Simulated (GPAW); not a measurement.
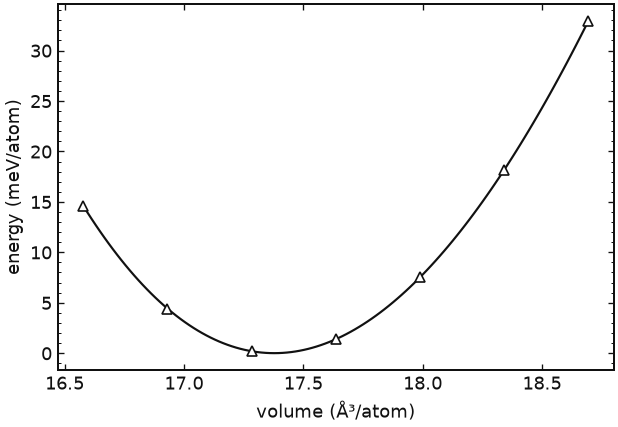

The plot gives the computed energy against volume.

Method: PAW DFT in plane waves, on a grid or in atomic orbitals, no spin polarisation; energies at scaled volumes of the given cell, shape and fractions fixed, counted from the fit's minimum, third-order Birch-Murnaghan fit (GPAW 26.7.0). Level: r2SCAN.

> For which of these solids was it computed?
A. Cu, Fm-3m (No. 225)
B. Ti, P6_3/mmc (No. 194)
C. Zr₂O, Pn-3m (No. 224)

B, Ti: energy from 0.22 meV/atom to 32.93 meV/atom, V0 17.38 Å³/atom, B0 118 GPa. The others give: Zr₂O, energy from 0.08 meV/atom to 51.17 meV/atom, V0 18.88 Å³/atom, B0 138 GPa; Cu, energy from 0.00 meV/atom to 33.08 meV/atom, V0 11.57 Å³/atom, B0 162 GPa.

For Cu, limits of the calculation: the fit and the printed pressures don't fully agree, or the minimum lies near the end of the range.

For Ti, limits of the calculation: the fit and the printed pressures don't fully agree, or the minimum lies near the end of the range; shape and atomic fractions are frozen while scaling, which makes layered, chain and framework solids too stiff.

For Zr₂O, limits of the calculation: the fit and the printed pressures don't fully agree, or the minimum lies near the end of the range.
